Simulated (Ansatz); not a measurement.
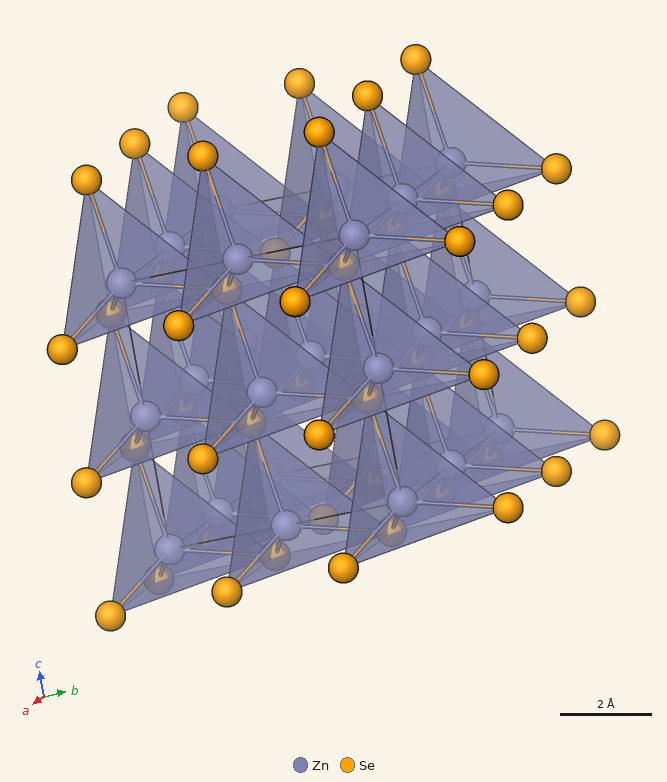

Fig. 1: The input geometry (polyhedral view of the cell of the calculation, seen slightly off an axis; polyhedra are completed across the faces of the cell).

Run report: Zn7Se8 (charge −2), geometry relaxation (part 1 of 2)

System: Zn7Se8 (defect cell, 15 atoms in the cell, total charge −2).
Method: DFT LDA, scalar-relativistic, plane waves, PAW, no spin polarisation (Ansatz 0.2.0).

The structure derives from a Materials Project entry. It belongs to a series of runs on one base structure; here: Zn after trading places with the vacancy, charge -2, atoms relaxed.

**What the program printed**
```
Engine: ansatz 0.2.0, x86_64-unknown-linux-gnu
Pseudopotentials: kind: paw
Pseudopotential: Zn, paw, valence charge 12, recommended cutoff 420 eV (normal), Zn.paw.azcp
Pseudopotential: Se, paw, valence charge 16, recommended cutoff 420 eV (normal), Se.paw.azcp
Functional definition: SPW92
  exchange = slater_x
  correlation = pw_c
Crystal: 15 atoms, lattice volume = 345.157 Å³
Basis set: ecut = 420 eV, 6735 PW (Γ), exchange–correlation on 108×108×108 points (8 copies of the dense FFT grid, shifted against one another)
Bands: 129, of which v1, the nominal top of the filled ones, is band 107 counted from 1 (106 counted from 0)
Symmetry: 24 space group operations
Space group: F-43m (ITA 216), of the structure as read, at distance tolerance 7.0e-5 Å
k-points: 3 of 8
Non-local potential: Zn, projectors of the file, l = 0: 2, l = 1: 2, l = 2: 3, l = 3: 1
Non-local potential: Se, projectors of the file, l = 0: 2, l = 1: 2, l = 2: 3, l = 3: 1
PAW form: soft (Blöchl's): semilocal exchange-correlation on the pseudo side does not see the compensation charge
PAW frozen core: Zn, regenerated for the run's functional, and the local potential with it (the file was generated under x = pbe(κ = 0.804, μ = 0.2195149727645171), c = pbe(β = 0.06672455060314922))
PAW frozen core: Se, regenerated for the run's functional, and the local potential with it (the file was generated under x = pbe(κ = 0.804, μ = 0.2195149727645171), c = pbe(β = 0.06672455060314922))
PAW one-centre angular grid: Zn, 590 points (default); XC on 64 Gauss nodes
PAW one-centre angular grid: Se, 590 points (default); XC on 64 Gauss nodes
Initial density: superposition of atomic densities (neutral atoms scaled as one to the charged cell's electrons: chi_scale 0, normalization atom), corrected by the library's trained network
Initial wavefunctions: pseudopotential atomic-orbital guess
Functional: x = slater, c = lda
SCF iter   1: F=—  HF=-65785.686304 eV  |F-HF|=—  |Δ(HF+E_count)|=         —  Δρ=4.66e-2  dr2=5.80e0  ethr=1.77e-3  ⟨swp⟩=5.7  Hψ=1476  notcnv=0  defer=11
preconditioner: auto → Resta (q_TF=auto, 2.519 Å⁻¹)  ε∞=5.8  [insulator: Δε(μ)=0.968 eV  Ē_g=10.554 eV  σ=0.020 eV  W_gap=1.00  n_scr=88 (ndim 8)  ℏωp=23.1 eV  f_vac=0.110  D(μ)=0.00/eV (n_scr^D=0)  ε∞_Penn≈5.8]
SCF iter   2: F=—  HF=-65783.975416 eV  |F-HF|=—  |Δ(HF+E_count)|=    1.71e0  Δρ=1.36e-2  dr2=8.75e-1  ethr=1.77e-3  ⟨swp⟩=2.0  Hψ=645  notcnv=0  defer=45
SCF iter   3: F=—  HF=-65783.534933 eV  |F-HF|=—  |Δ(HF+E_count)|=   4.40e-1  Δρ=1.04e-2  dr2=5.00e-1  ethr=4.09e-4  ⟨swp⟩=2.0  Hψ=645  notcnv=0  defer=45
SCF iter   4: F=—  HF=-65783.337497 eV  |F-HF|=—  |Δ(HF+E_count)|=   1.97e-1  Δρ=3.38e-3  dr2=5.59e-2  ethr=2.34e-4  ⟨swp⟩=2.7  Hψ=559  notcnv=0  defer=45
SCF iter   5: F=—  HF=-65783.326135 eV  |F-HF|=—  |Δ(HF+E_count)|=   1.14e-2  Δρ=1.15e-3  dr2=6.86e-3  ethr=2.61e-5  ⟨swp⟩=2.7  Hψ=733  notcnv=0  defer=45
SCF iter   6: F=—  HF=-65783.322666 eV  |F-HF|=—  |Δ(HF+E_count)|=   3.47e-3  Δρ=4.35e-4  dr2=1.23e-3  ethr=3.21e-6  ⟨swp⟩=2.0  Hψ=674  notcnv=0  defer=45
SCF iter   7: F=—  HF=-65783.323019 eV  |F-HF|=—  |Δ(HF+E_count)|=   3.53e-4  Δρ=6.01e-4  dr2=7.76e-4  ethr=5.74e-7  ⟨swp⟩=2.3  Hψ=526  notcnv=0  defer=45
SCF iter   8: F=—  HF=-65783.322565 eV  |F-HF|=—  |Δ(HF+E_count)|=   4.55e-4  Δρ=1.58e-4  dr2=6.94e-5  ethr=3.63e-7  ⟨swp⟩=2.3  Hψ=513  notcnv=0  defer=45
SCF iter   9: F=-65783.322547 eV  HF=-65783.322547 eV  |F-HF|=7.11e-8  |Δ(HF+E_count)|=   1.75e-5  Δρ=4.84e-5  dr2=4.44e-6  ethr=4.67e-9  ⟨swp⟩=12.3  Hψ=2489  notcnv=0
SCF 1 converged in 9 iterations: F = -65783.322547 eV  dr2 = 4.44e-6
  greatest PAW one-centre occupation: 1.000 electrons in one spin orbital (limit 2), on the Se atom at site 14 (counted from 0), in its partial waves of l = 2
relax step   1: F+E_penalty+E_count = -65783.32254715 eV  Δ(F+E_penalty+E_count) = +0.000e0 eV  max|allowed force component| = 9.604e-1 eV/Å  Δτ_max = 0.0000 Å  (9 SCF iters, dr2 threshold 1.00e-5 eV, accepted)
Initial density: handed on by an earlier stage of this run
Initial wavefunctions: those handed on with the density
iter 1 solved again at ethr=6.96e-4 eV; its pass at ethr=3.10e-3 eV (dr2=1.49e0 eV) is discarded
SCF iter   1: F=—  HF=-65784.377973 eV  |F-HF|=—  |Δ(HF+E_count)|=         —  Δρ=1.78e-2  dr2=1.50e0  ethr=6.96e-4  ⟨swp⟩=1.0  Hψ=1443  notcnv=0  defer=14
preconditioner: auto → Resta (q_TF=auto, 2.519 Å⁻¹)  ε∞=5.3  [insulator: Δε(μ)=0.699 eV  Ē_g=11.176 eV  σ=0.020 eV  W_gap=1.00  n_scr=88 (ndim 8)  ℏωp=23.1 eV  f_vac=0.075  D(μ)=0.00/eV (n_scr^D=0)  ε∞_Penn≈5.3]
SCF iter   2: F=—  HF=-65783.951913 eV  |F-HF|=—  |Δ(HF+E_count)|=   4.26e-1  Δρ=7.87e-3  dr2=2.87e-1  ethr=6.96e-4  ⟨swp⟩=2.3  Hψ=470  notcnv=0  defer=14
SCF iter   3: F=—  HF=-65783.859382 eV  |F-HF|=—  |Δ(HF+E_count)|=   9.25e-2  Δρ=2.50e-3  dr2=2.84e-2  ethr=1.34e-4  ⟨swp⟩=3.0  Hψ=743  notcnv=0  defer=45
SCF iter   4: F=—  HF=-65783.852599 eV  |F-HF|=—  |Δ(HF+E_count)|=   6.78e-3  Δρ=1.35e-3  dr2=1.04e-2  ethr=1.33e-5  ⟨swp⟩=2.0  Hψ=540  notcnv=0  defer=45
SCF iter   5: F=—  HF=-65783.850245 eV  |F-HF|=—  |Δ(HF+E_count)|=   2.35e-3  Δρ=5.31e-4  dr2=2.24e-3  ethr=4.85e-6  ⟨swp⟩=2.0  Hψ=557  notcnv=0  defer=45
SCF iter   6: F=—  HF=-65783.849095 eV  |F-HF|=—  |Δ(HF+E_count)|=   1.15e-3  Δρ=1.77e-4  dr2=3.47e-4  ethr=1.04e-6  ⟨swp⟩=2.0  Hψ=611  notcnv=0  defer=45
SCF iter   7: F=-65783.848995 eV  HF=-65783.849004 eV  |F-HF|=9.15e-6  |Δ(HF+E_count)|=   9.01e-5  Δρ=5.42e-5  dr2=1.82e-5  ethr=2.69e-8  ⟨swp⟩=9.7  Hψ=1918  notcnv=0
SCF 2 converged in 7 iterations: F = -65783.848995 eV  dr2 = 1.82e-5
  greatest PAW one-centre occupation: 1.000 electrons in one spin orbital (limit 2), on the Se atom at site 8 (counted from 0), in its partial waves of l = 2
relax step   2: F+E_penalty+E_count = -65783.84899529 eV  Δ(F+E_penalty+E_count) = -5.264e-1 eV  max|allowed force component| = 3.978e-1 eV/Å  Δτ_max = 0.1778 Å  (7 SCF iters, dr2 threshold 5.76e-5 eV, accepted)
SCF iter   1: F=—  HF=-65783.938851 eV  |F-HF|=—  |Δ(HF+E_count)|=         —  Δρ=3.59e-3  dr2=3.02e-2  ethr=6.56e-4  ⟨swp⟩=3.7  Hψ=824  notcnv=0  defer=46
preconditioner: auto → Resta (q_TF=auto, 2.519 Å⁻¹)  ε∞=5.3  [insulator: Δε(μ)=1.162 eV  Ē_g=11.155 eV  σ=0.020 eV  W_gap=1.00  n_scr=88 (ndim 8)  ℏωp=23.1 eV  f_vac=0.074  D(μ)=0.00/eV (n_scr^D=0)  ε∞_Penn≈5.3]
SCF iter   2: F=—  HF=-65783.929567 eV  |F-HF|=—  |Δ(HF+E_count)|=   9.28e-3  Δρ=1.70e-3  dr2=7.19e-3  ethr=1.41e-5  ⟨swp⟩=2.0  Hψ=511  notcnv=0  defer=46
SCF iter   3: F=—  HF=-65783.927320 eV  |F-HF|=—  |Δ(HF+E_count)|=   2.25e-3  Δρ=3.07e-4  dr2=7.07e-4  ethr=3.36e-6  ⟨swp⟩=2.0  Hψ=598  notcnv=0  defer=46
SCF iter   4: F=—  HF=-65783.927307 eV  |F-HF|=—  |Δ(HF+E_count)|=   1.34e-5  Δρ=3.46e-4  dr2=3.32e-4  ethr=3.31e-7  ⟨swp⟩=2.0  Hψ=526  notcnv=0  defer=46
SCF iter   5: F=—  HF=-65783.927128 eV  |F-HF|=—  |Δ(HF+E_count)|=   1.78e-4  Δρ=7.09e-5  dr2=2.80e-5  ethr=1.55e-7  ⟨swp⟩=2.0  Hψ=518  notcnv=0  defer=46
SCF iter   6: F=-65783.927121 eV  HF=-65783.927123 eV  |F-HF|=1.99e-6  |Δ(HF+E_count)|=   5.79e-6  Δρ=2.55e-5  dr2=4.27e-6  ethr=4.62e-9  ⟨swp⟩=10.3  Hψ=1826  notcnv=0
SCF 3 converged in 6 iterations: F = -65783.927121 eV  dr2 = 4.27e-6
  greatest PAW one-centre occupation: 1.000 electrons in one spin orbital (limit 2), on the Se atom at site 12 (counted from 0), in its partial waves of l = 2
relax step   3: F+E_penalty+E_count = -65783.92712057 eV  Δ(F+E_penalty+E_count) = -7.813e-2 eV  max|allowed force component| = 6.084e-3 eV/Å  Δτ_max = 0.0470 Å  (6 SCF iters, dr2 threshold 9.89e-6 eV, accepted)
iter 1 solved again at ethr=1.99e-9 eV; its pass at ethr=3.10e-3 eV (dr2=4.27e-6 eV) is discarded
SCF iter   1: F=—  HF=-65783.927123 eV  |F-HF|=—  |Δ(HF+E_count)|=         —  Δρ=2.55e-5  dr2=4.27e-6  ethr=1.99e-9  ⟨swp⟩=1.0  Hψ=918  notcnv=0
preconditioner: auto → Resta (q_TF=auto, 2.519 Å⁻¹)  ε∞=5.3  [insulator: Δε(μ)=1.175 eV  Ē_g=11.160 eV  σ=0.020 eV  W_gap=1.00  n_scr=88 (ndim 8)  ℏωp=23.1 eV  f_vac=0.076  D(μ)=0.00/eV (n_scr^D=0)  ε∞_Penn≈5.3]
SCF iter   2: F=—  HF=-65783.927123 eV  |F-HF|=—  |Δ(HF+E_count)|=   3.29e-8  Δρ=1.64e-5  dr2=1.94e-6  ethr=1.99e-9  ⟨swp⟩=2.0  Hψ=660  notcnv=0
SCF iter   3: F=—  HF=-65783.927123 eV  |F-HF|=—  |Δ(HF+E_count)|=   2.03e-7  Δρ=1.06e-5  dr2=7.09e-7  ethr=9.06e-10  ⟨swp⟩=2.0  Hψ=518  notcnv=0
SCF iter   4: F=—  HF=-65783.927123 eV  |F-HF|=—  |Δ(HF+E_count)|=   1.15e-7  Δρ=5.94e-6  dr2=1.47e-7  ethr=3.31e-10  ⟨swp⟩=2.0  Hψ=522  notcnv=0
SCF iter   5: F=-65783.927123 eV  HF=-65783.927123 eV  |F-HF|=2.65e-9  |Δ(HF+E_count)|=   5.48e-8  Δρ=1.67e-6  dr2=2.00e-8  ethr=4.67e-11  ⟨swp⟩=5.0  Hψ=1509  notcnv=0
SCF 4 converged in 5 iterations: F = -65783.927123 eV  dr2 = 2.00e-8
  greatest PAW one-centre occupation: 1.000 electrons in one spin orbital (limit 2), on the Se atom at site 7 (counted from 0), in its partial waves of l = 2
relax step   4: F+E_penalty+E_count = -65783.92712256 eV  Δ(F+E_penalty+E_count) = -1.990e-6 eV  max|allowed force component| = 6.332e-3 eV/Å  Δτ_max = 0.0000 Å  (5 SCF iters, accepted)
```

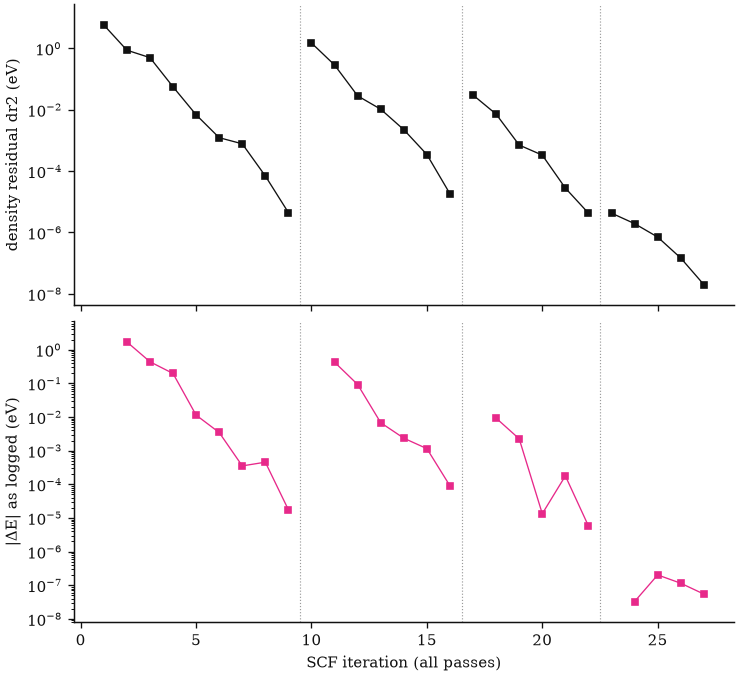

Fig. 2: Convergence of the self-consistent field: density residual dr2 and size of the energy change against the SCF iteration. The dotted lines part the SCF passes of the relaxation: geometry steps, rejected trials and re-solves on a re-selected basis. The passes take 9, 7, 6 and 5 iterations.

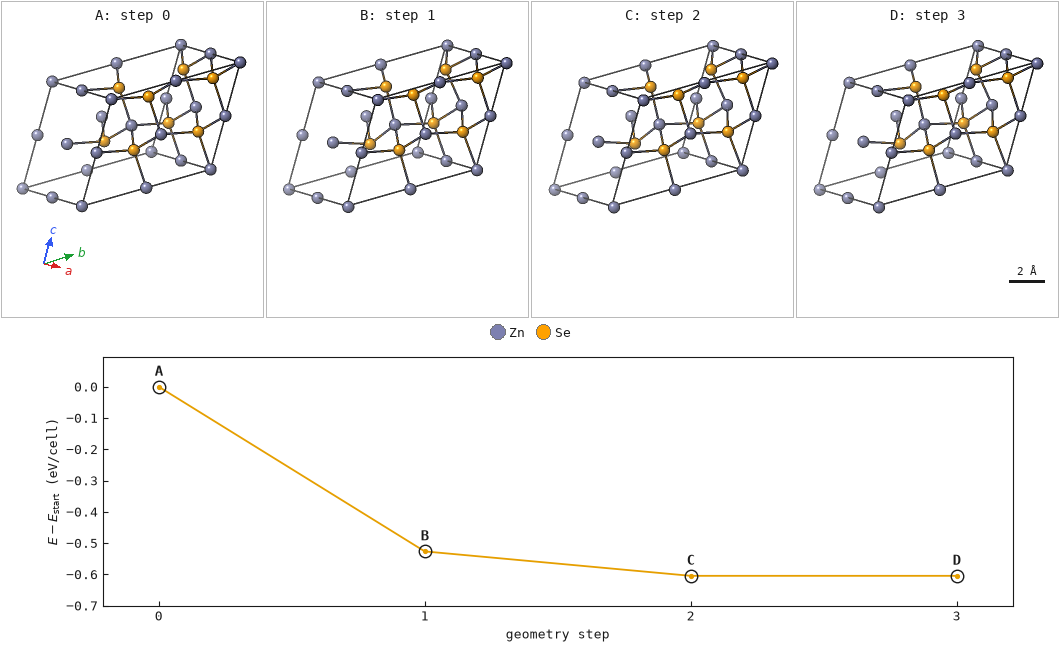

Fig. 3: Frames of the relaxation (ball-and-stick view of the cell of the calculation, seen slightly off an axis) above the curves, on which the letters mark them (the first geometry is step 0 here and step 1 in the log).

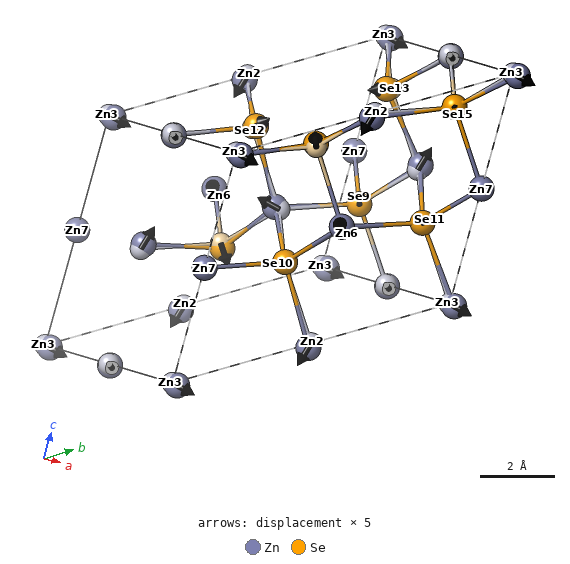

Fig. 4: Start (faint) and end (solid) with the displacements as black arrows, magnified 5 times (ball-and-stick view of the cell of the calculation, seen slightly off an axis). The largest moves, 0.15 Å, are those of 10 atoms (Zn1, Zn2, Zn3, Zn4 and others). Largest moves by element: Zn 0.15 Å, Se 0.15 Å. The lattice vectors keep their values. Among the contacts that change: Zn1–Se15 2.411 → 2.493 Å, Zn1–Se12 2.411 → 2.388 Å, Zn7–Se10 2.411 → 2.430 Å. Among the angles that change: Se12–Zn1–Se13 109.5° → 121.8°, Zn1–Se12–Zn2 109.5° → 102.6°, Se9–Zn1–Se15 109.5° → 103.1°. After 3 geometry steps the energy has fallen by 0.605 eV per cell of the calculation. Largest force component: 0.96 eV/Å at the start, 0.0063 eV/Å at the end. (Atoms are counted from 1 in the order of the input.)

```
SCF converged after 5 iterations
Free energy (F): -65783.927123 eV
Harris-Foulkes:  -65783.927123 eV  (|F-HF|=2.65e-9)
Internal energy: -65783.927123 eV  (E = F + TS)
E sigma→0 (E₀):  -65783.927123 eV
Fermi energy:    7.354445 eV
--- Per-component energies (eV) ---
  E_band       = -3132.964169
  E_kinetic    = 1903.594066
  E_local      = -33449.789331  (includes V_loc(G=0)·N_el)
  E_nonlocal   = -395.655121
  E_hartree    = 15535.227301
  E_xc         = -1798.362911
  E_vxc        = -1189.565418  (∫ρ·V_xc dr)
  E_paw        = -26906.834442  (= ΣΔE_a)
  E_vpaw       = -1071.993404  (= ΣTr[D̂ρ^β])
  E_aug_tail   = -0.007366  (compensation charges beyond the density's cutoff)
  E_ewald      = -20700.738203
  E_core_change = 28.638887  (= ΣΔE_core)
  E_smearing   = -0.000000  (= −TS)
  E_closure    = -0.000000  (closes the sum)
  E_deformation_potential = -24.949943  (in the stress; not in F)
  Σ components = -65783.927123   (vs F -65783.927123, Δ=0.00e0)
--- Forces (eV/Å), atoms counted from 1 ---
  atom   1  Zn    -0.00000000    -0.00000000    -0.00633187
  atom   2  Zn     0.00633187    -0.00000000     0.00000000
  atom   3  Zn    -0.00000000    -0.00633187     0.00000000
  atom   4  Zn    -0.00000000     0.00633187    -0.00000000
  atom   5  Zn    -0.00633187    -0.00000000    -0.00000000
  atom   6  Zn    -0.00000000    -0.00000000     0.00633187
  atom   7  Zn    -0.00000000    -0.00000000     0.00000000
  atom   8  Se    -0.00122053     0.00122053     0.00122053
  atom   9  Se    -0.00616824     0.00616824    -0.00616824
  atom  10  Se     0.00616824     0.00616824     0.00616824
  atom  11  Se    -0.00616824    -0.00616824     0.00616824
  atom  12  Se     0.00122053     0.00122053    -0.00122053
  atom  13  Se    -0.00122053    -0.00122053    -0.00122053
  atom  14  Se     0.00122053    -0.00122053     0.00122053
  atom  15  Se     0.00616824    -0.00616824    -0.00616824
  max |Σ_I F_I| component: 5.55e-16 eV/Å
--- Band table (eV) ---
```
